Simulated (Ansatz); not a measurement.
Ga7P8 (cell charge −1, with a compensating background) (cell with a defect)

Input

```
crystal:
  lattice:
    - [0.0, 5.5051169776, -5.5051169776]
    - [5.5051169776, 5.5051169776, 0.0]
    - [5.5051169776, 0.0, -5.5051169776]
  atoms:
    - { symbol: Ga, position: [0.4988882187, 0.0011117813, -0.0011117813] }
    - { symbol: Ga, position: [1.0011117813, 0.4988882187, -0.0011117813] }
    - { symbol: Ga, position: [1.0011117813, 0.0011117813, -0.0011117813] }
    - { symbol: Ga, position: [0.4988882187, 0.4988882187, 0.5011117813] }
    - { symbol: Ga, position: [0.4988882187, 0.0011117813, 0.5011117813] }
    - { symbol: Ga, position: [1.0011117813, 0.4988882187, 0.5011117813] }
    - { symbol: Ga, position: [1.0, 0.0, 0.5] }
    - { symbol: P, position: [0.3766764627, 0.3766764627, 0.3699706119], spin: 0.5 }
    - { symbol: P, position: [0.3755972662, 0.8748009113, 0.3748009113] }
    - { symbol: P, position: [0.8748009113, 0.3755972662, 0.3748009113] }
    - { symbol: P, position: [0.8748009113, 0.8748009113, 0.3748009113] }
    - { symbol: P, position: [0.3766764627, 0.3766764627, 0.8766764627], spin: 0.5 }
    - { symbol: P, position: [0.3766764627, 0.8699706119, 0.8766764627], spin: 0.5 }
    - { symbol: P, position: [0.8699706119, 0.3766764627, 0.8766764627], spin: 0.5 }
    - { symbol: P, position: [0.8748009113, 0.8748009113, 0.8755972662] }
  host:
    lattice:
      - [0.0, 2.7525584888, 2.7525584888]
      - [2.7525584888, 0.0, 2.7525584888]
      - [2.7525584888, 2.7525584888, 0.0]
    atoms:
      - { symbol: Ga, position: [0.0, 0.0, 0.0] }
      - { symbol: P, position: [0.25, 0.25, 0.25] }
total_charge: -1
basis:
  ecutwfc: 420
  xc_grid: 2
kpoints:
  mp_grid: { grid: [3, 3, 3], shift: [0.0, 0.0, 0.0] }
hamiltonian:
  xc: pbe
scf:
  occupations: { method: gaussian, width: 0.01 }
output:
  forces: true
  stress: false
  eigenvalues: true
  populations: true
  charged_corrections:
    defect_position: [0.5, 0.5, 0.0]
    epsilon: [[12.8535, 0.0, 0.0], [0.0, 12.8535, 0.0], [0.0, 0.0, 12.8535]]
  write_density: true
  write_potential: true
  elf: true
  volumetric_format: npy
magnetization:
  spin_polarized: true
relax:
  adjacent_minimum: "off"
  f_tol: 0.025
  max_steps: 45
```

Command:

```sh
ansatz run input.yaml --threads 4 --pin off --max-ram 10240MiB --backend cpu --events-out ev --progress --plain --runs-dir out
```

The fields are those of the run's last geometry, not of the input's.

Spin-polarised.

The calculation used DFT PBE, scalar-relativistic, plane waves, PAW (Ansatz).

### What will maps of the valence pseudo-density and electron localisation function show?

Ga–P (2.39 Å): the density is about 0.52 e/Å³ at the midpoint; the ELF peaks at about 0.90 in the valence shell of P, 0.9 Å from its nucleus, and is about 0.75 at the midpoint.

### Does the calculation make it a metal, or give it a gap?

It is gapless in this calculation (a metal or semimetal).

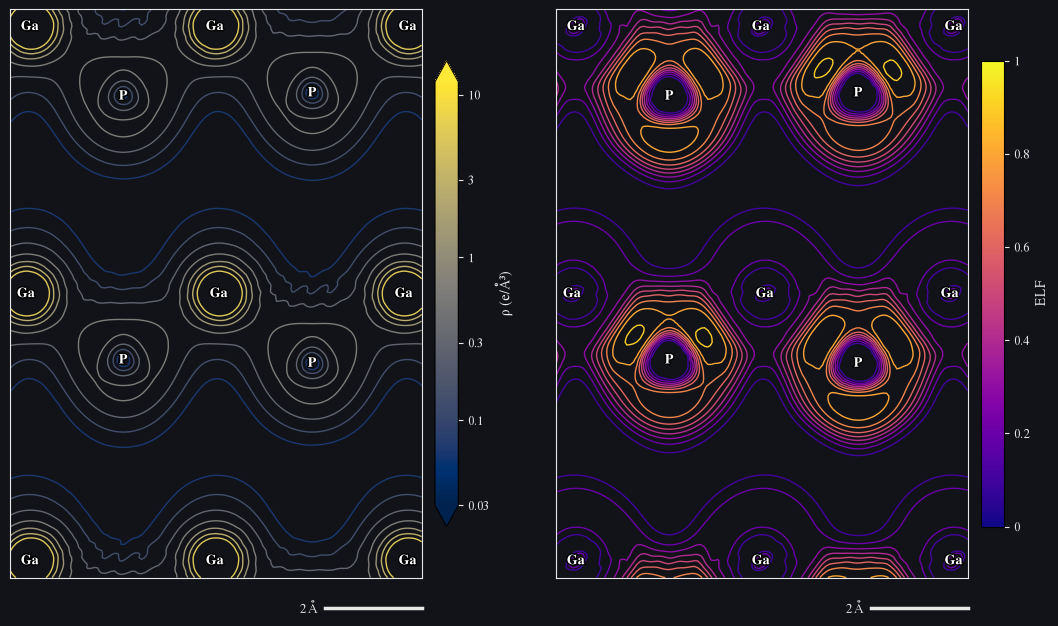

Computed valence pseudo-density and electron localisation function on the (11̄0) plane of the calculation cell, in this order. 

The density is the valence pseudo-density of a PAW calculation; it isn't the true density close to the nuclei.
